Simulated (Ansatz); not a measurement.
Consider Zn.

The calculation's input:

```
crystal:
  lattice:
    - [0.0, 1.964776, 1.964776]
    - [1.964776, 0.0, 1.964776]
    - [1.964776, 1.964776, 0.0]
  atoms:
    - { symbol: Zn, position: [0.0, 0.0, 0.0] }
basis:
  ecutwfc: 420
kpoints:
  mp_grid: { grid: [18, 18, 18] }
hamiltonian:
  xc: pbe
scf:
  occupations: { method: gaussian, width: 0.1 }
output:
  forces: true
  stress: true
  eigenvalues: true
  populations: true
  write_density: true
  write_potential: true
  elf: true
  volumetric_format: npy
```

Command:

```sh
ansatz run input.yaml --threads 1 --pin off --max-ram 2560MiB --backend cpu --events-out ev --progress --plain --runs-dir out
```

Below, planes, directions and counts refer to the conventional cell (a = 3.93 Å, b = 3.93 Å, c = 3.93 Å, α = 90.00°, β = 90.00°, γ = 90.00°).

Space group Fm-3m; a structure from a database of computed crystals, not necessarily the ambient phase.

Method: DFT PBE, scalar-relativistic, plane waves, PAW (Ansatz 0.2.0).

> What will maps of the valence pseudo-density and electron localisation function show?

Zn–Zn (2.78 Å): ρ at the midpoint is about 0.22 e/Å³, with its minimum of 0.19 e/Å³ about 1.2 Å from Zn; the ELF is about 0.30 at the midpoint; no localised pair shows between them.

> Metal or insulator at this level of theory?

It is metallic or semimetallic at this level of theory: no gap opens.

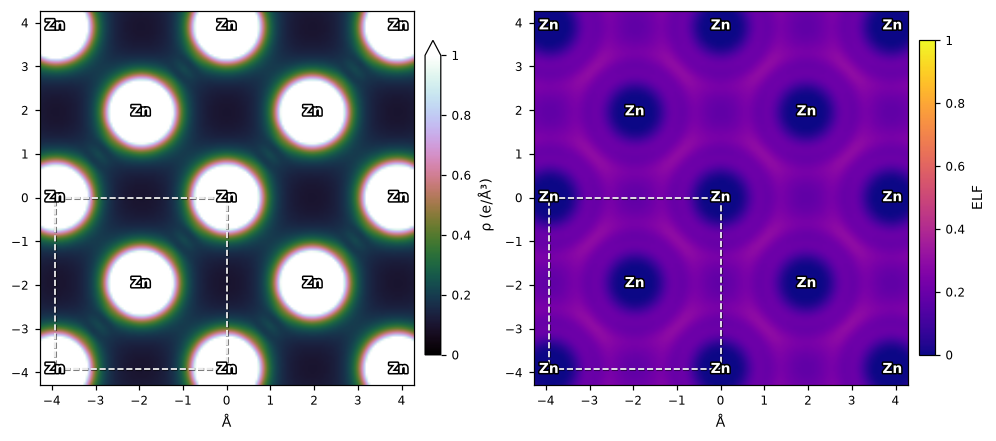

Computed valence pseudo-density and electron localisation function on the (010) plane of the conventional cell, in this order. 

In a PAW calculation such maps are meaningful between the atoms, not at the nuclei.
